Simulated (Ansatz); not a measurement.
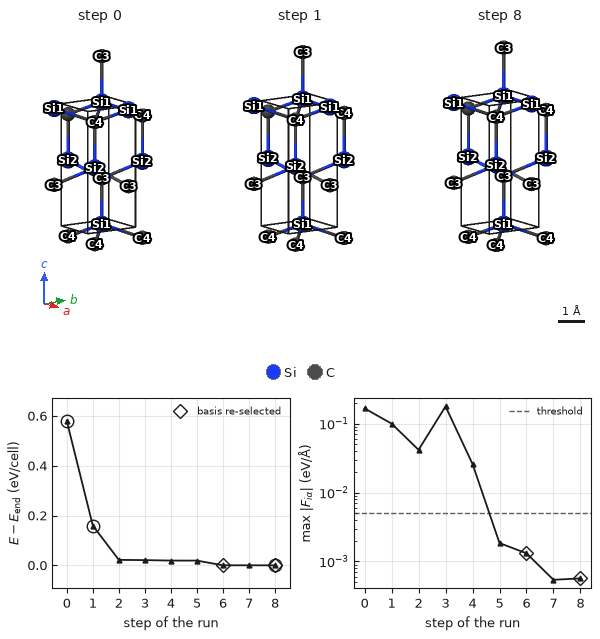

Frames of a relaxation of solid SiC (built on the wurtzite type), marked on the history of the run. Style: ball-and-stick. Shown: the cell of the calculation, slightly off an axis.

The calculation used DFT, PBE, plane waves, PAW (Ansatz).

The input:
```yaml
crystal:
  lattice:
    - [2.9581671127, 0.0, 0.0]
    - [-1.4790835564, 2.5618478682, 0.0]
    - [0.0, 0.0, 4.830686895]
  atoms:
    - { symbol: Si, position: [0.3333333333, 0.6666666667, 0.0] }
    - { symbol: Si, position: [0.6666666667, 0.3333333333, 0.5] }
    - { symbol: C, position: [0.3333333333, 0.6666666667, 0.375] }
    - { symbol: C, position: [0.6666666667, 0.3333333333, 0.875] }
kpoints:
  mp_grid: { grid: [12, 12, 6] }
hamiltonian:
  xc: pbe
scf:
  occupations: { method: fermi_dirac, width: 0.02 }
relax:
  f_tol: 0.005
  cell: {}
output:
  write_density: true
  write_potential: true
  elf: true
  volumetric_format: npy
```

Launched with:
```bash
ansatz run input.yaml --threads 2 --pin off --max-ram 2211MiB --backend cpu --events-out ev --progress --plain --runs-dir out
```

**What happens along the run?**

The atoms keep their places relative to the cell (all moves are under 0.005 Å). Cell: a = b 2.958 → 3.092 Å (+4.5 %), c 4.831 → 5.074 Å (+5.0 %). Volume +14.7 %. Some distances before and after: Si1–C3 1.812 → 1.907 Å, Si1–C4 1.812 → 1.893 Å. The space group stays P6_3mc (No. 186). Over 6 accepted moves (8 points after the start) the energy falls by 0.580 eV per cell of the calculation. The largest force component goes from 0.17 to 0.00057 eV/Å. Pressure: 38.35 GPa at the start and 0.02 GPa at the end. The SCF was repeated twice at an unchanged geometry on a basis and grid sized afresh for the cell, which shifted the energy by 18.9 meV per cell of the calculation at most. From step 0 to 1: volume +6.8 %, energy −0.420 eV per cell of the calculation. From step 1 to 8: volume +7.5 %, energy −0.160 eV per cell of the calculation.

| step | E − E(0), meV/atom | largest force component, eV/Å | pressure, GPa | volume, Å³/atom | note |
| --- | --- | --- | --- | --- | --- |
| 0 | 0.00 | 0.1670 | 38.35 | 9.152 |  |
| 1 | -105.10 | 0.1003 | 17.48 | 9.771 |  |
| 2 | -139.55 | 0.0418 | 2.49 | 10.357 |  |
| 3 | -139.80 | 0.1784 | -0.04 | 10.475 |  |
| 4 | -140.27 | 0.0260 | 0.20 | 10.463 |  |
| 5 | -140.29 | 0.0018 | -0.01 | 10.473 |  |
| 6 | -145.00 | 0.0013 | 0.62 | 10.473 | same geometry, new basis |
| 7 | -145.01 | 0.0005 | 0.01 | 10.502 |  |
| 8 | -145.06 | 0.0006 | 0.02 | 10.502 | same geometry, new basis |
